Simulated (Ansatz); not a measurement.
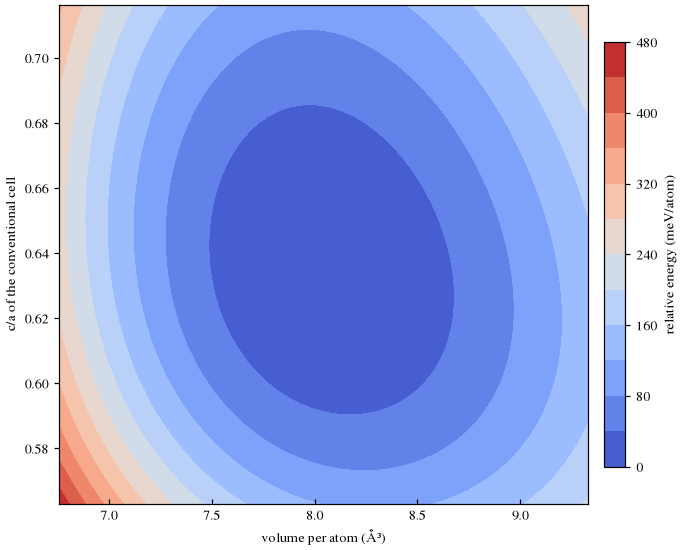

SiO₂ (P4_2/mnm, No. 136; 6 atoms in the cell). The energy is mapped over volume and the cell's shape. First axis: volume per atom. Second axis: c/a of the conventional cell. Nothing is relaxed (fractional coordinates fixed). The grid has 9 × 9 points. Points are written as (first, second). Energies are in meV/atom, from the lowest grid point. Computed with DFT PBE, scalar-relativistic, plane waves, PAW in Ansatz. Settings: cutoff 520 eV, k-mesh 6×6×10 in the order of the run's cell vectors, gaussian smearing 0.05 eV, no spin polarisation.

In the figure: filled contours. Between grid points the surface is interpolated.

The lowest grid point is at (8.044 Å³, 0.635). It is the only kind of minimum in the scanned range. The highest grid point, (6.757 Å³, 0.563), lies 466 meV/atom above the lowest. Round the minimum the valley is somewhat tilted: raising volume per atom shifts the best value of c/a of the conventional cell downwards (coupling k₁₂/√(k₁₁k₂₂) about 0.2). The gap on the k-mesh is 5.1 eV at the lowest point and runs from 2.2 to 8.5 eV over the map.

The level of theory is changed to Ansatz 0.2.0, DFT LDA, scalar-relativistic, plane waves, PAW; with it change the cell, relaxed at the new level (first cell vector 4.155 Å, before 4.236 Å); the new grid has 11 × 11 points, laid about the new relaxed structure.

What will the new map look like?

Answer. The minimum (interpolated where it lies between grid points) moves from (8.044 Å³, 0.635) to (7.658 Å³, 0.640). The curvature at the minimum changes from about 1.4 to 1.7 eV/(Å³)² along volume per atom and by less than a tenth (about 220) eV per unit squared along c/a of the conventional cell (per cell). In the new map: the gap on the k-mesh is 5.8 eV at the lowest point and runs from 2.8 to 9.1 eV over the map.

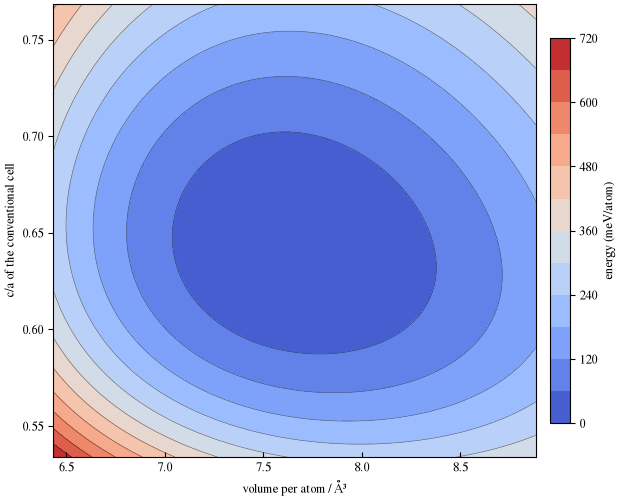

The map after the change, on a colour scale of its own. In the figure: filled contours. Between grid points the surface is interpolated.

PAW datasets: the set soft_1.
